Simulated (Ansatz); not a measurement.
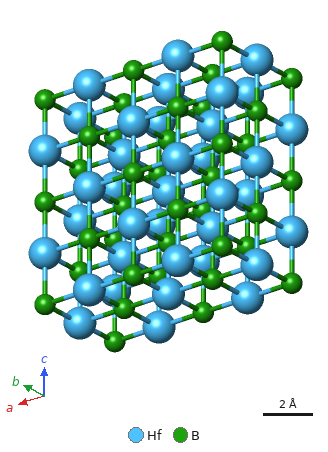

A crystal of HfB (set up in Fm-3m) (coarse preliminary run), before the relaxation. A ball-and-stick model of the conventional cell (4 times the calculation's cell), repeated 2 × 1 × 2 with one cell outlined, seen from a free direction. Lengths and directions refer to the drawn axes.

All numbers below come from Ansatz 0.2.0, DFT PBEsol, scalar-relativistic, plane waves, PAW.

The input:
```yaml
crystal:
  lattice:
    - [0.0, 2.31, 2.31]
    - [2.31, 0.0, 2.31]
    - [2.31, 2.31, 0.0]
  atoms:
    - { symbol: Hf, position: [0.5, 0.5, 0.5] }
    - { symbol: B, position: [0.0, 0.0, 0.0] }
basis:
  ecutwfc: 420
kpoints:
  mp_grid: { grid: [8, 8, 8] }
hamiltonian:
  xc: pbesol
scf:
  occupations: { method: gaussian, width: 0.1 }
output:
  forces: true
  stress: true
  eigenvalues: true
relax:
  adjacent_minimum: "off"
  f_tol: 0.05
  max_steps: 80
  cell: { stress_tol: 0.5 }
```

Run as
```bash
ansatz run input.yaml --threads 1 --pin off --max-ram 2560MiB --backend cpu --events-out ev --progress --plain --runs-dir out
```

Q: Predict the outcome.

A: After 3 accepted moves (4 points after the start) the energy has fallen by 94.0 meV per atom. All forces vanish by symmetry, so only the cell relaxes. Pressure: 23.53 GPa at the start and 0.12 GPa at the end. The SCF was repeated once at an unchanged geometry on a basis and grid sized afresh for the cell, which shifted the energy by 1.3 meV per atom at most. The atoms keep their places relative to the cell (all moves are under 0.005 Å). Cell: a = b = c 4.620 → 4.787 Å (+3.6 %). Volume +11.2 %. Near-neighbour distances that change, for instance: Hf1–Hf1 3.267 → 3.385 Å, Hf1–B2 2.310 → 2.393 Å. The space group stays Fm-3m (No. 225). The run took 5.2 s on 1 thread of Arm Neoverse V2, on a shared host, peak memory 0.29 GiB.

History of the run:

| step | E − E(0), meV/atom | pressure, GPa | volume, Å³/atom | note |
| --- | --- | --- | --- | --- |
| 0 | 0.00 | 23.53 | 12.326 |  |
| 1 | -82.50 | -6.05 | 14.218 |  |
| 2 | -92.38 | -0.91 | 13.786 |  |
| 3 | -92.63 | 0.05 | 13.712 |  |
| 4 | -93.97 | 0.12 | 13.712 | same geometry, new basis |

The end point in the same view:

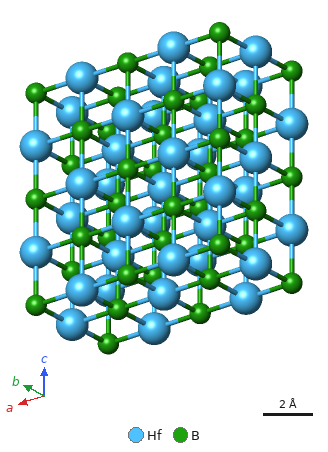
